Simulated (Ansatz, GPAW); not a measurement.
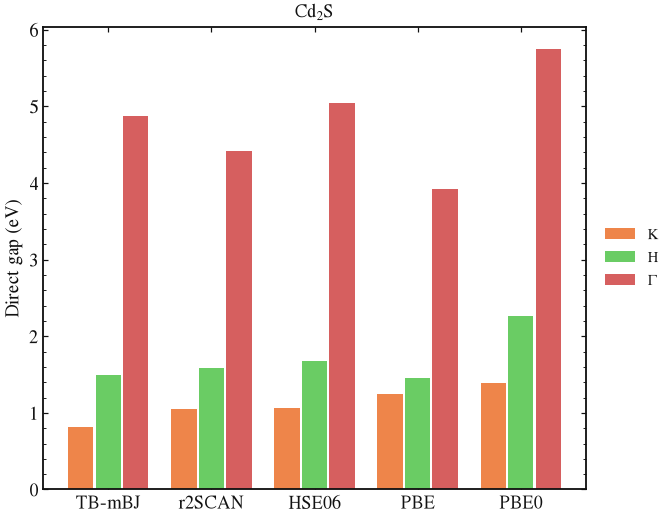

Direct gap at each named k point, by several methods on one cell of Cd₂S, space group P3m1, 3 atoms in the cell; a = 3.963 Å, c = 5.809 Å (hexagonal axes). All runs are without spin-orbit coupling and carry no moments. The smallest gap is indirect or lies off these points.

How do the methods rank at K?

Answer. From low to high: TB-mBJ 0.81, r2SCAN 1.05, HSE06 1.07, PBE 1.24, PBE0 1.39 eV. Too close to rank are r2SCAN against HSE06 (different programs, potentials and cutoffs) and PBE against PBE0 (different programs, potentials and cutoffs).

```csv
method,program,K (eV),H (eV),Γ (eV)
TB-mBJ,GPAW,0.81,1.50,4.88
r2SCAN,GPAW,1.05,1.59,4.42
HSE06,Ansatz,1.07,1.68,5.04
PBE,GPAW,1.24,1.45,3.92
PBE0,Ansatz,1.39,2.27,5.75
```

Settings. TB-mBJ: GPAW PAW data sets for LDA (gpaw-data 1.2.1), 6×6×4 k mesh, 600 eV cutoff, Fermi-Dirac smearing of 0.05 eV (GPAW 26.7.0). r2SCAN: GPAW PAW data sets (gpaw-data 1.2.1), 6×6×4 k mesh, 600 eV cutoff, Fermi-Dirac smearing of 0.05 eV (GPAW). HSE06: Ansatz PAW, 6×6×4 k mesh, 420 eV cutoff, Fermi-Dirac smearing of 0.05 eV (Ansatz). PBE: GPAW PAW data sets (gpaw-data 1.2.1), 6×6×4 k mesh, 450 eV cutoff, Fermi-Dirac smearing of 0.05 eV (GPAW 26.7.0). PBE0: Ansatz PAW, 6×6×4 k mesh, 420 eV cutoff, Fermi-Dirac smearing of 0.05 eV (Ansatz 0.2.0).

These are five of the 6 methods that were run on this cell. The runs come from different programs, which adds differences of its own. The cell comes from a database of computed structures, and whether it is the stable form of this composition wasn't checked. TB-mBJ, r2SCAN, HSE06 and PBE0: the PAW data sets were made with another functional. LDA, GGA and most meta-GGA functionals understate gaps. HSE06 and PBE0: the k mesh is thin for exact exchange. TB-mBJ: this is a model potential built to give gaps, with no total energy. Over all k points computed the smallest gap is 0.24 eV in TB-mBJ, 0.24 eV in r2SCAN, 0.23 eV in HSE06, 0.10 eV in PBE and 0.72 eV in PBE0.
